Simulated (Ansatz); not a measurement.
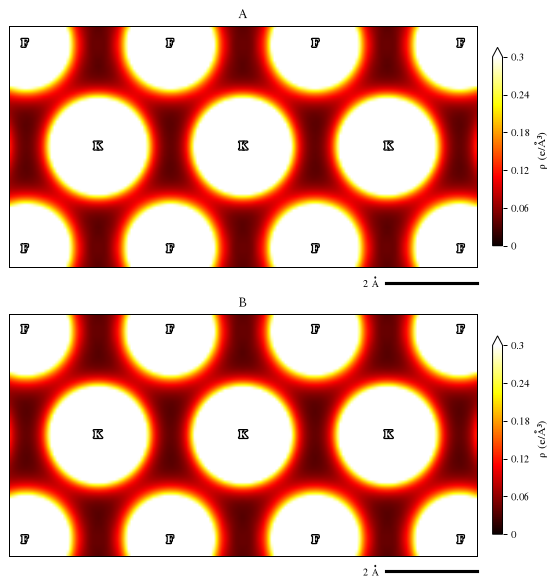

KF. The valence pseudo-density of two cells that differ in size and shape, on the (101̄) plane of each (indices in the axes of the calculation cell), at one length scale and on one colour scale; one has 16.5 and the other 17.3 Å³ an atom.

Theory: DFT LDA, scalar-relativistic, plane waves, PAW in Ansatz 0.2.0.

Which panel shows the smaller cell, and what does the compression change?

Panel A is the smaller cell, by 4 % in volume. From the larger cell to the smaller, K–F goes from 2.82 to 2.78 Å, and the density at its midpoint from 0.09 to 0.1 e/Å³; the pressure goes from −6 to −4.7 GPa; the Kohn–Sham gap goes from 5.9 eV to 6.2 eV.
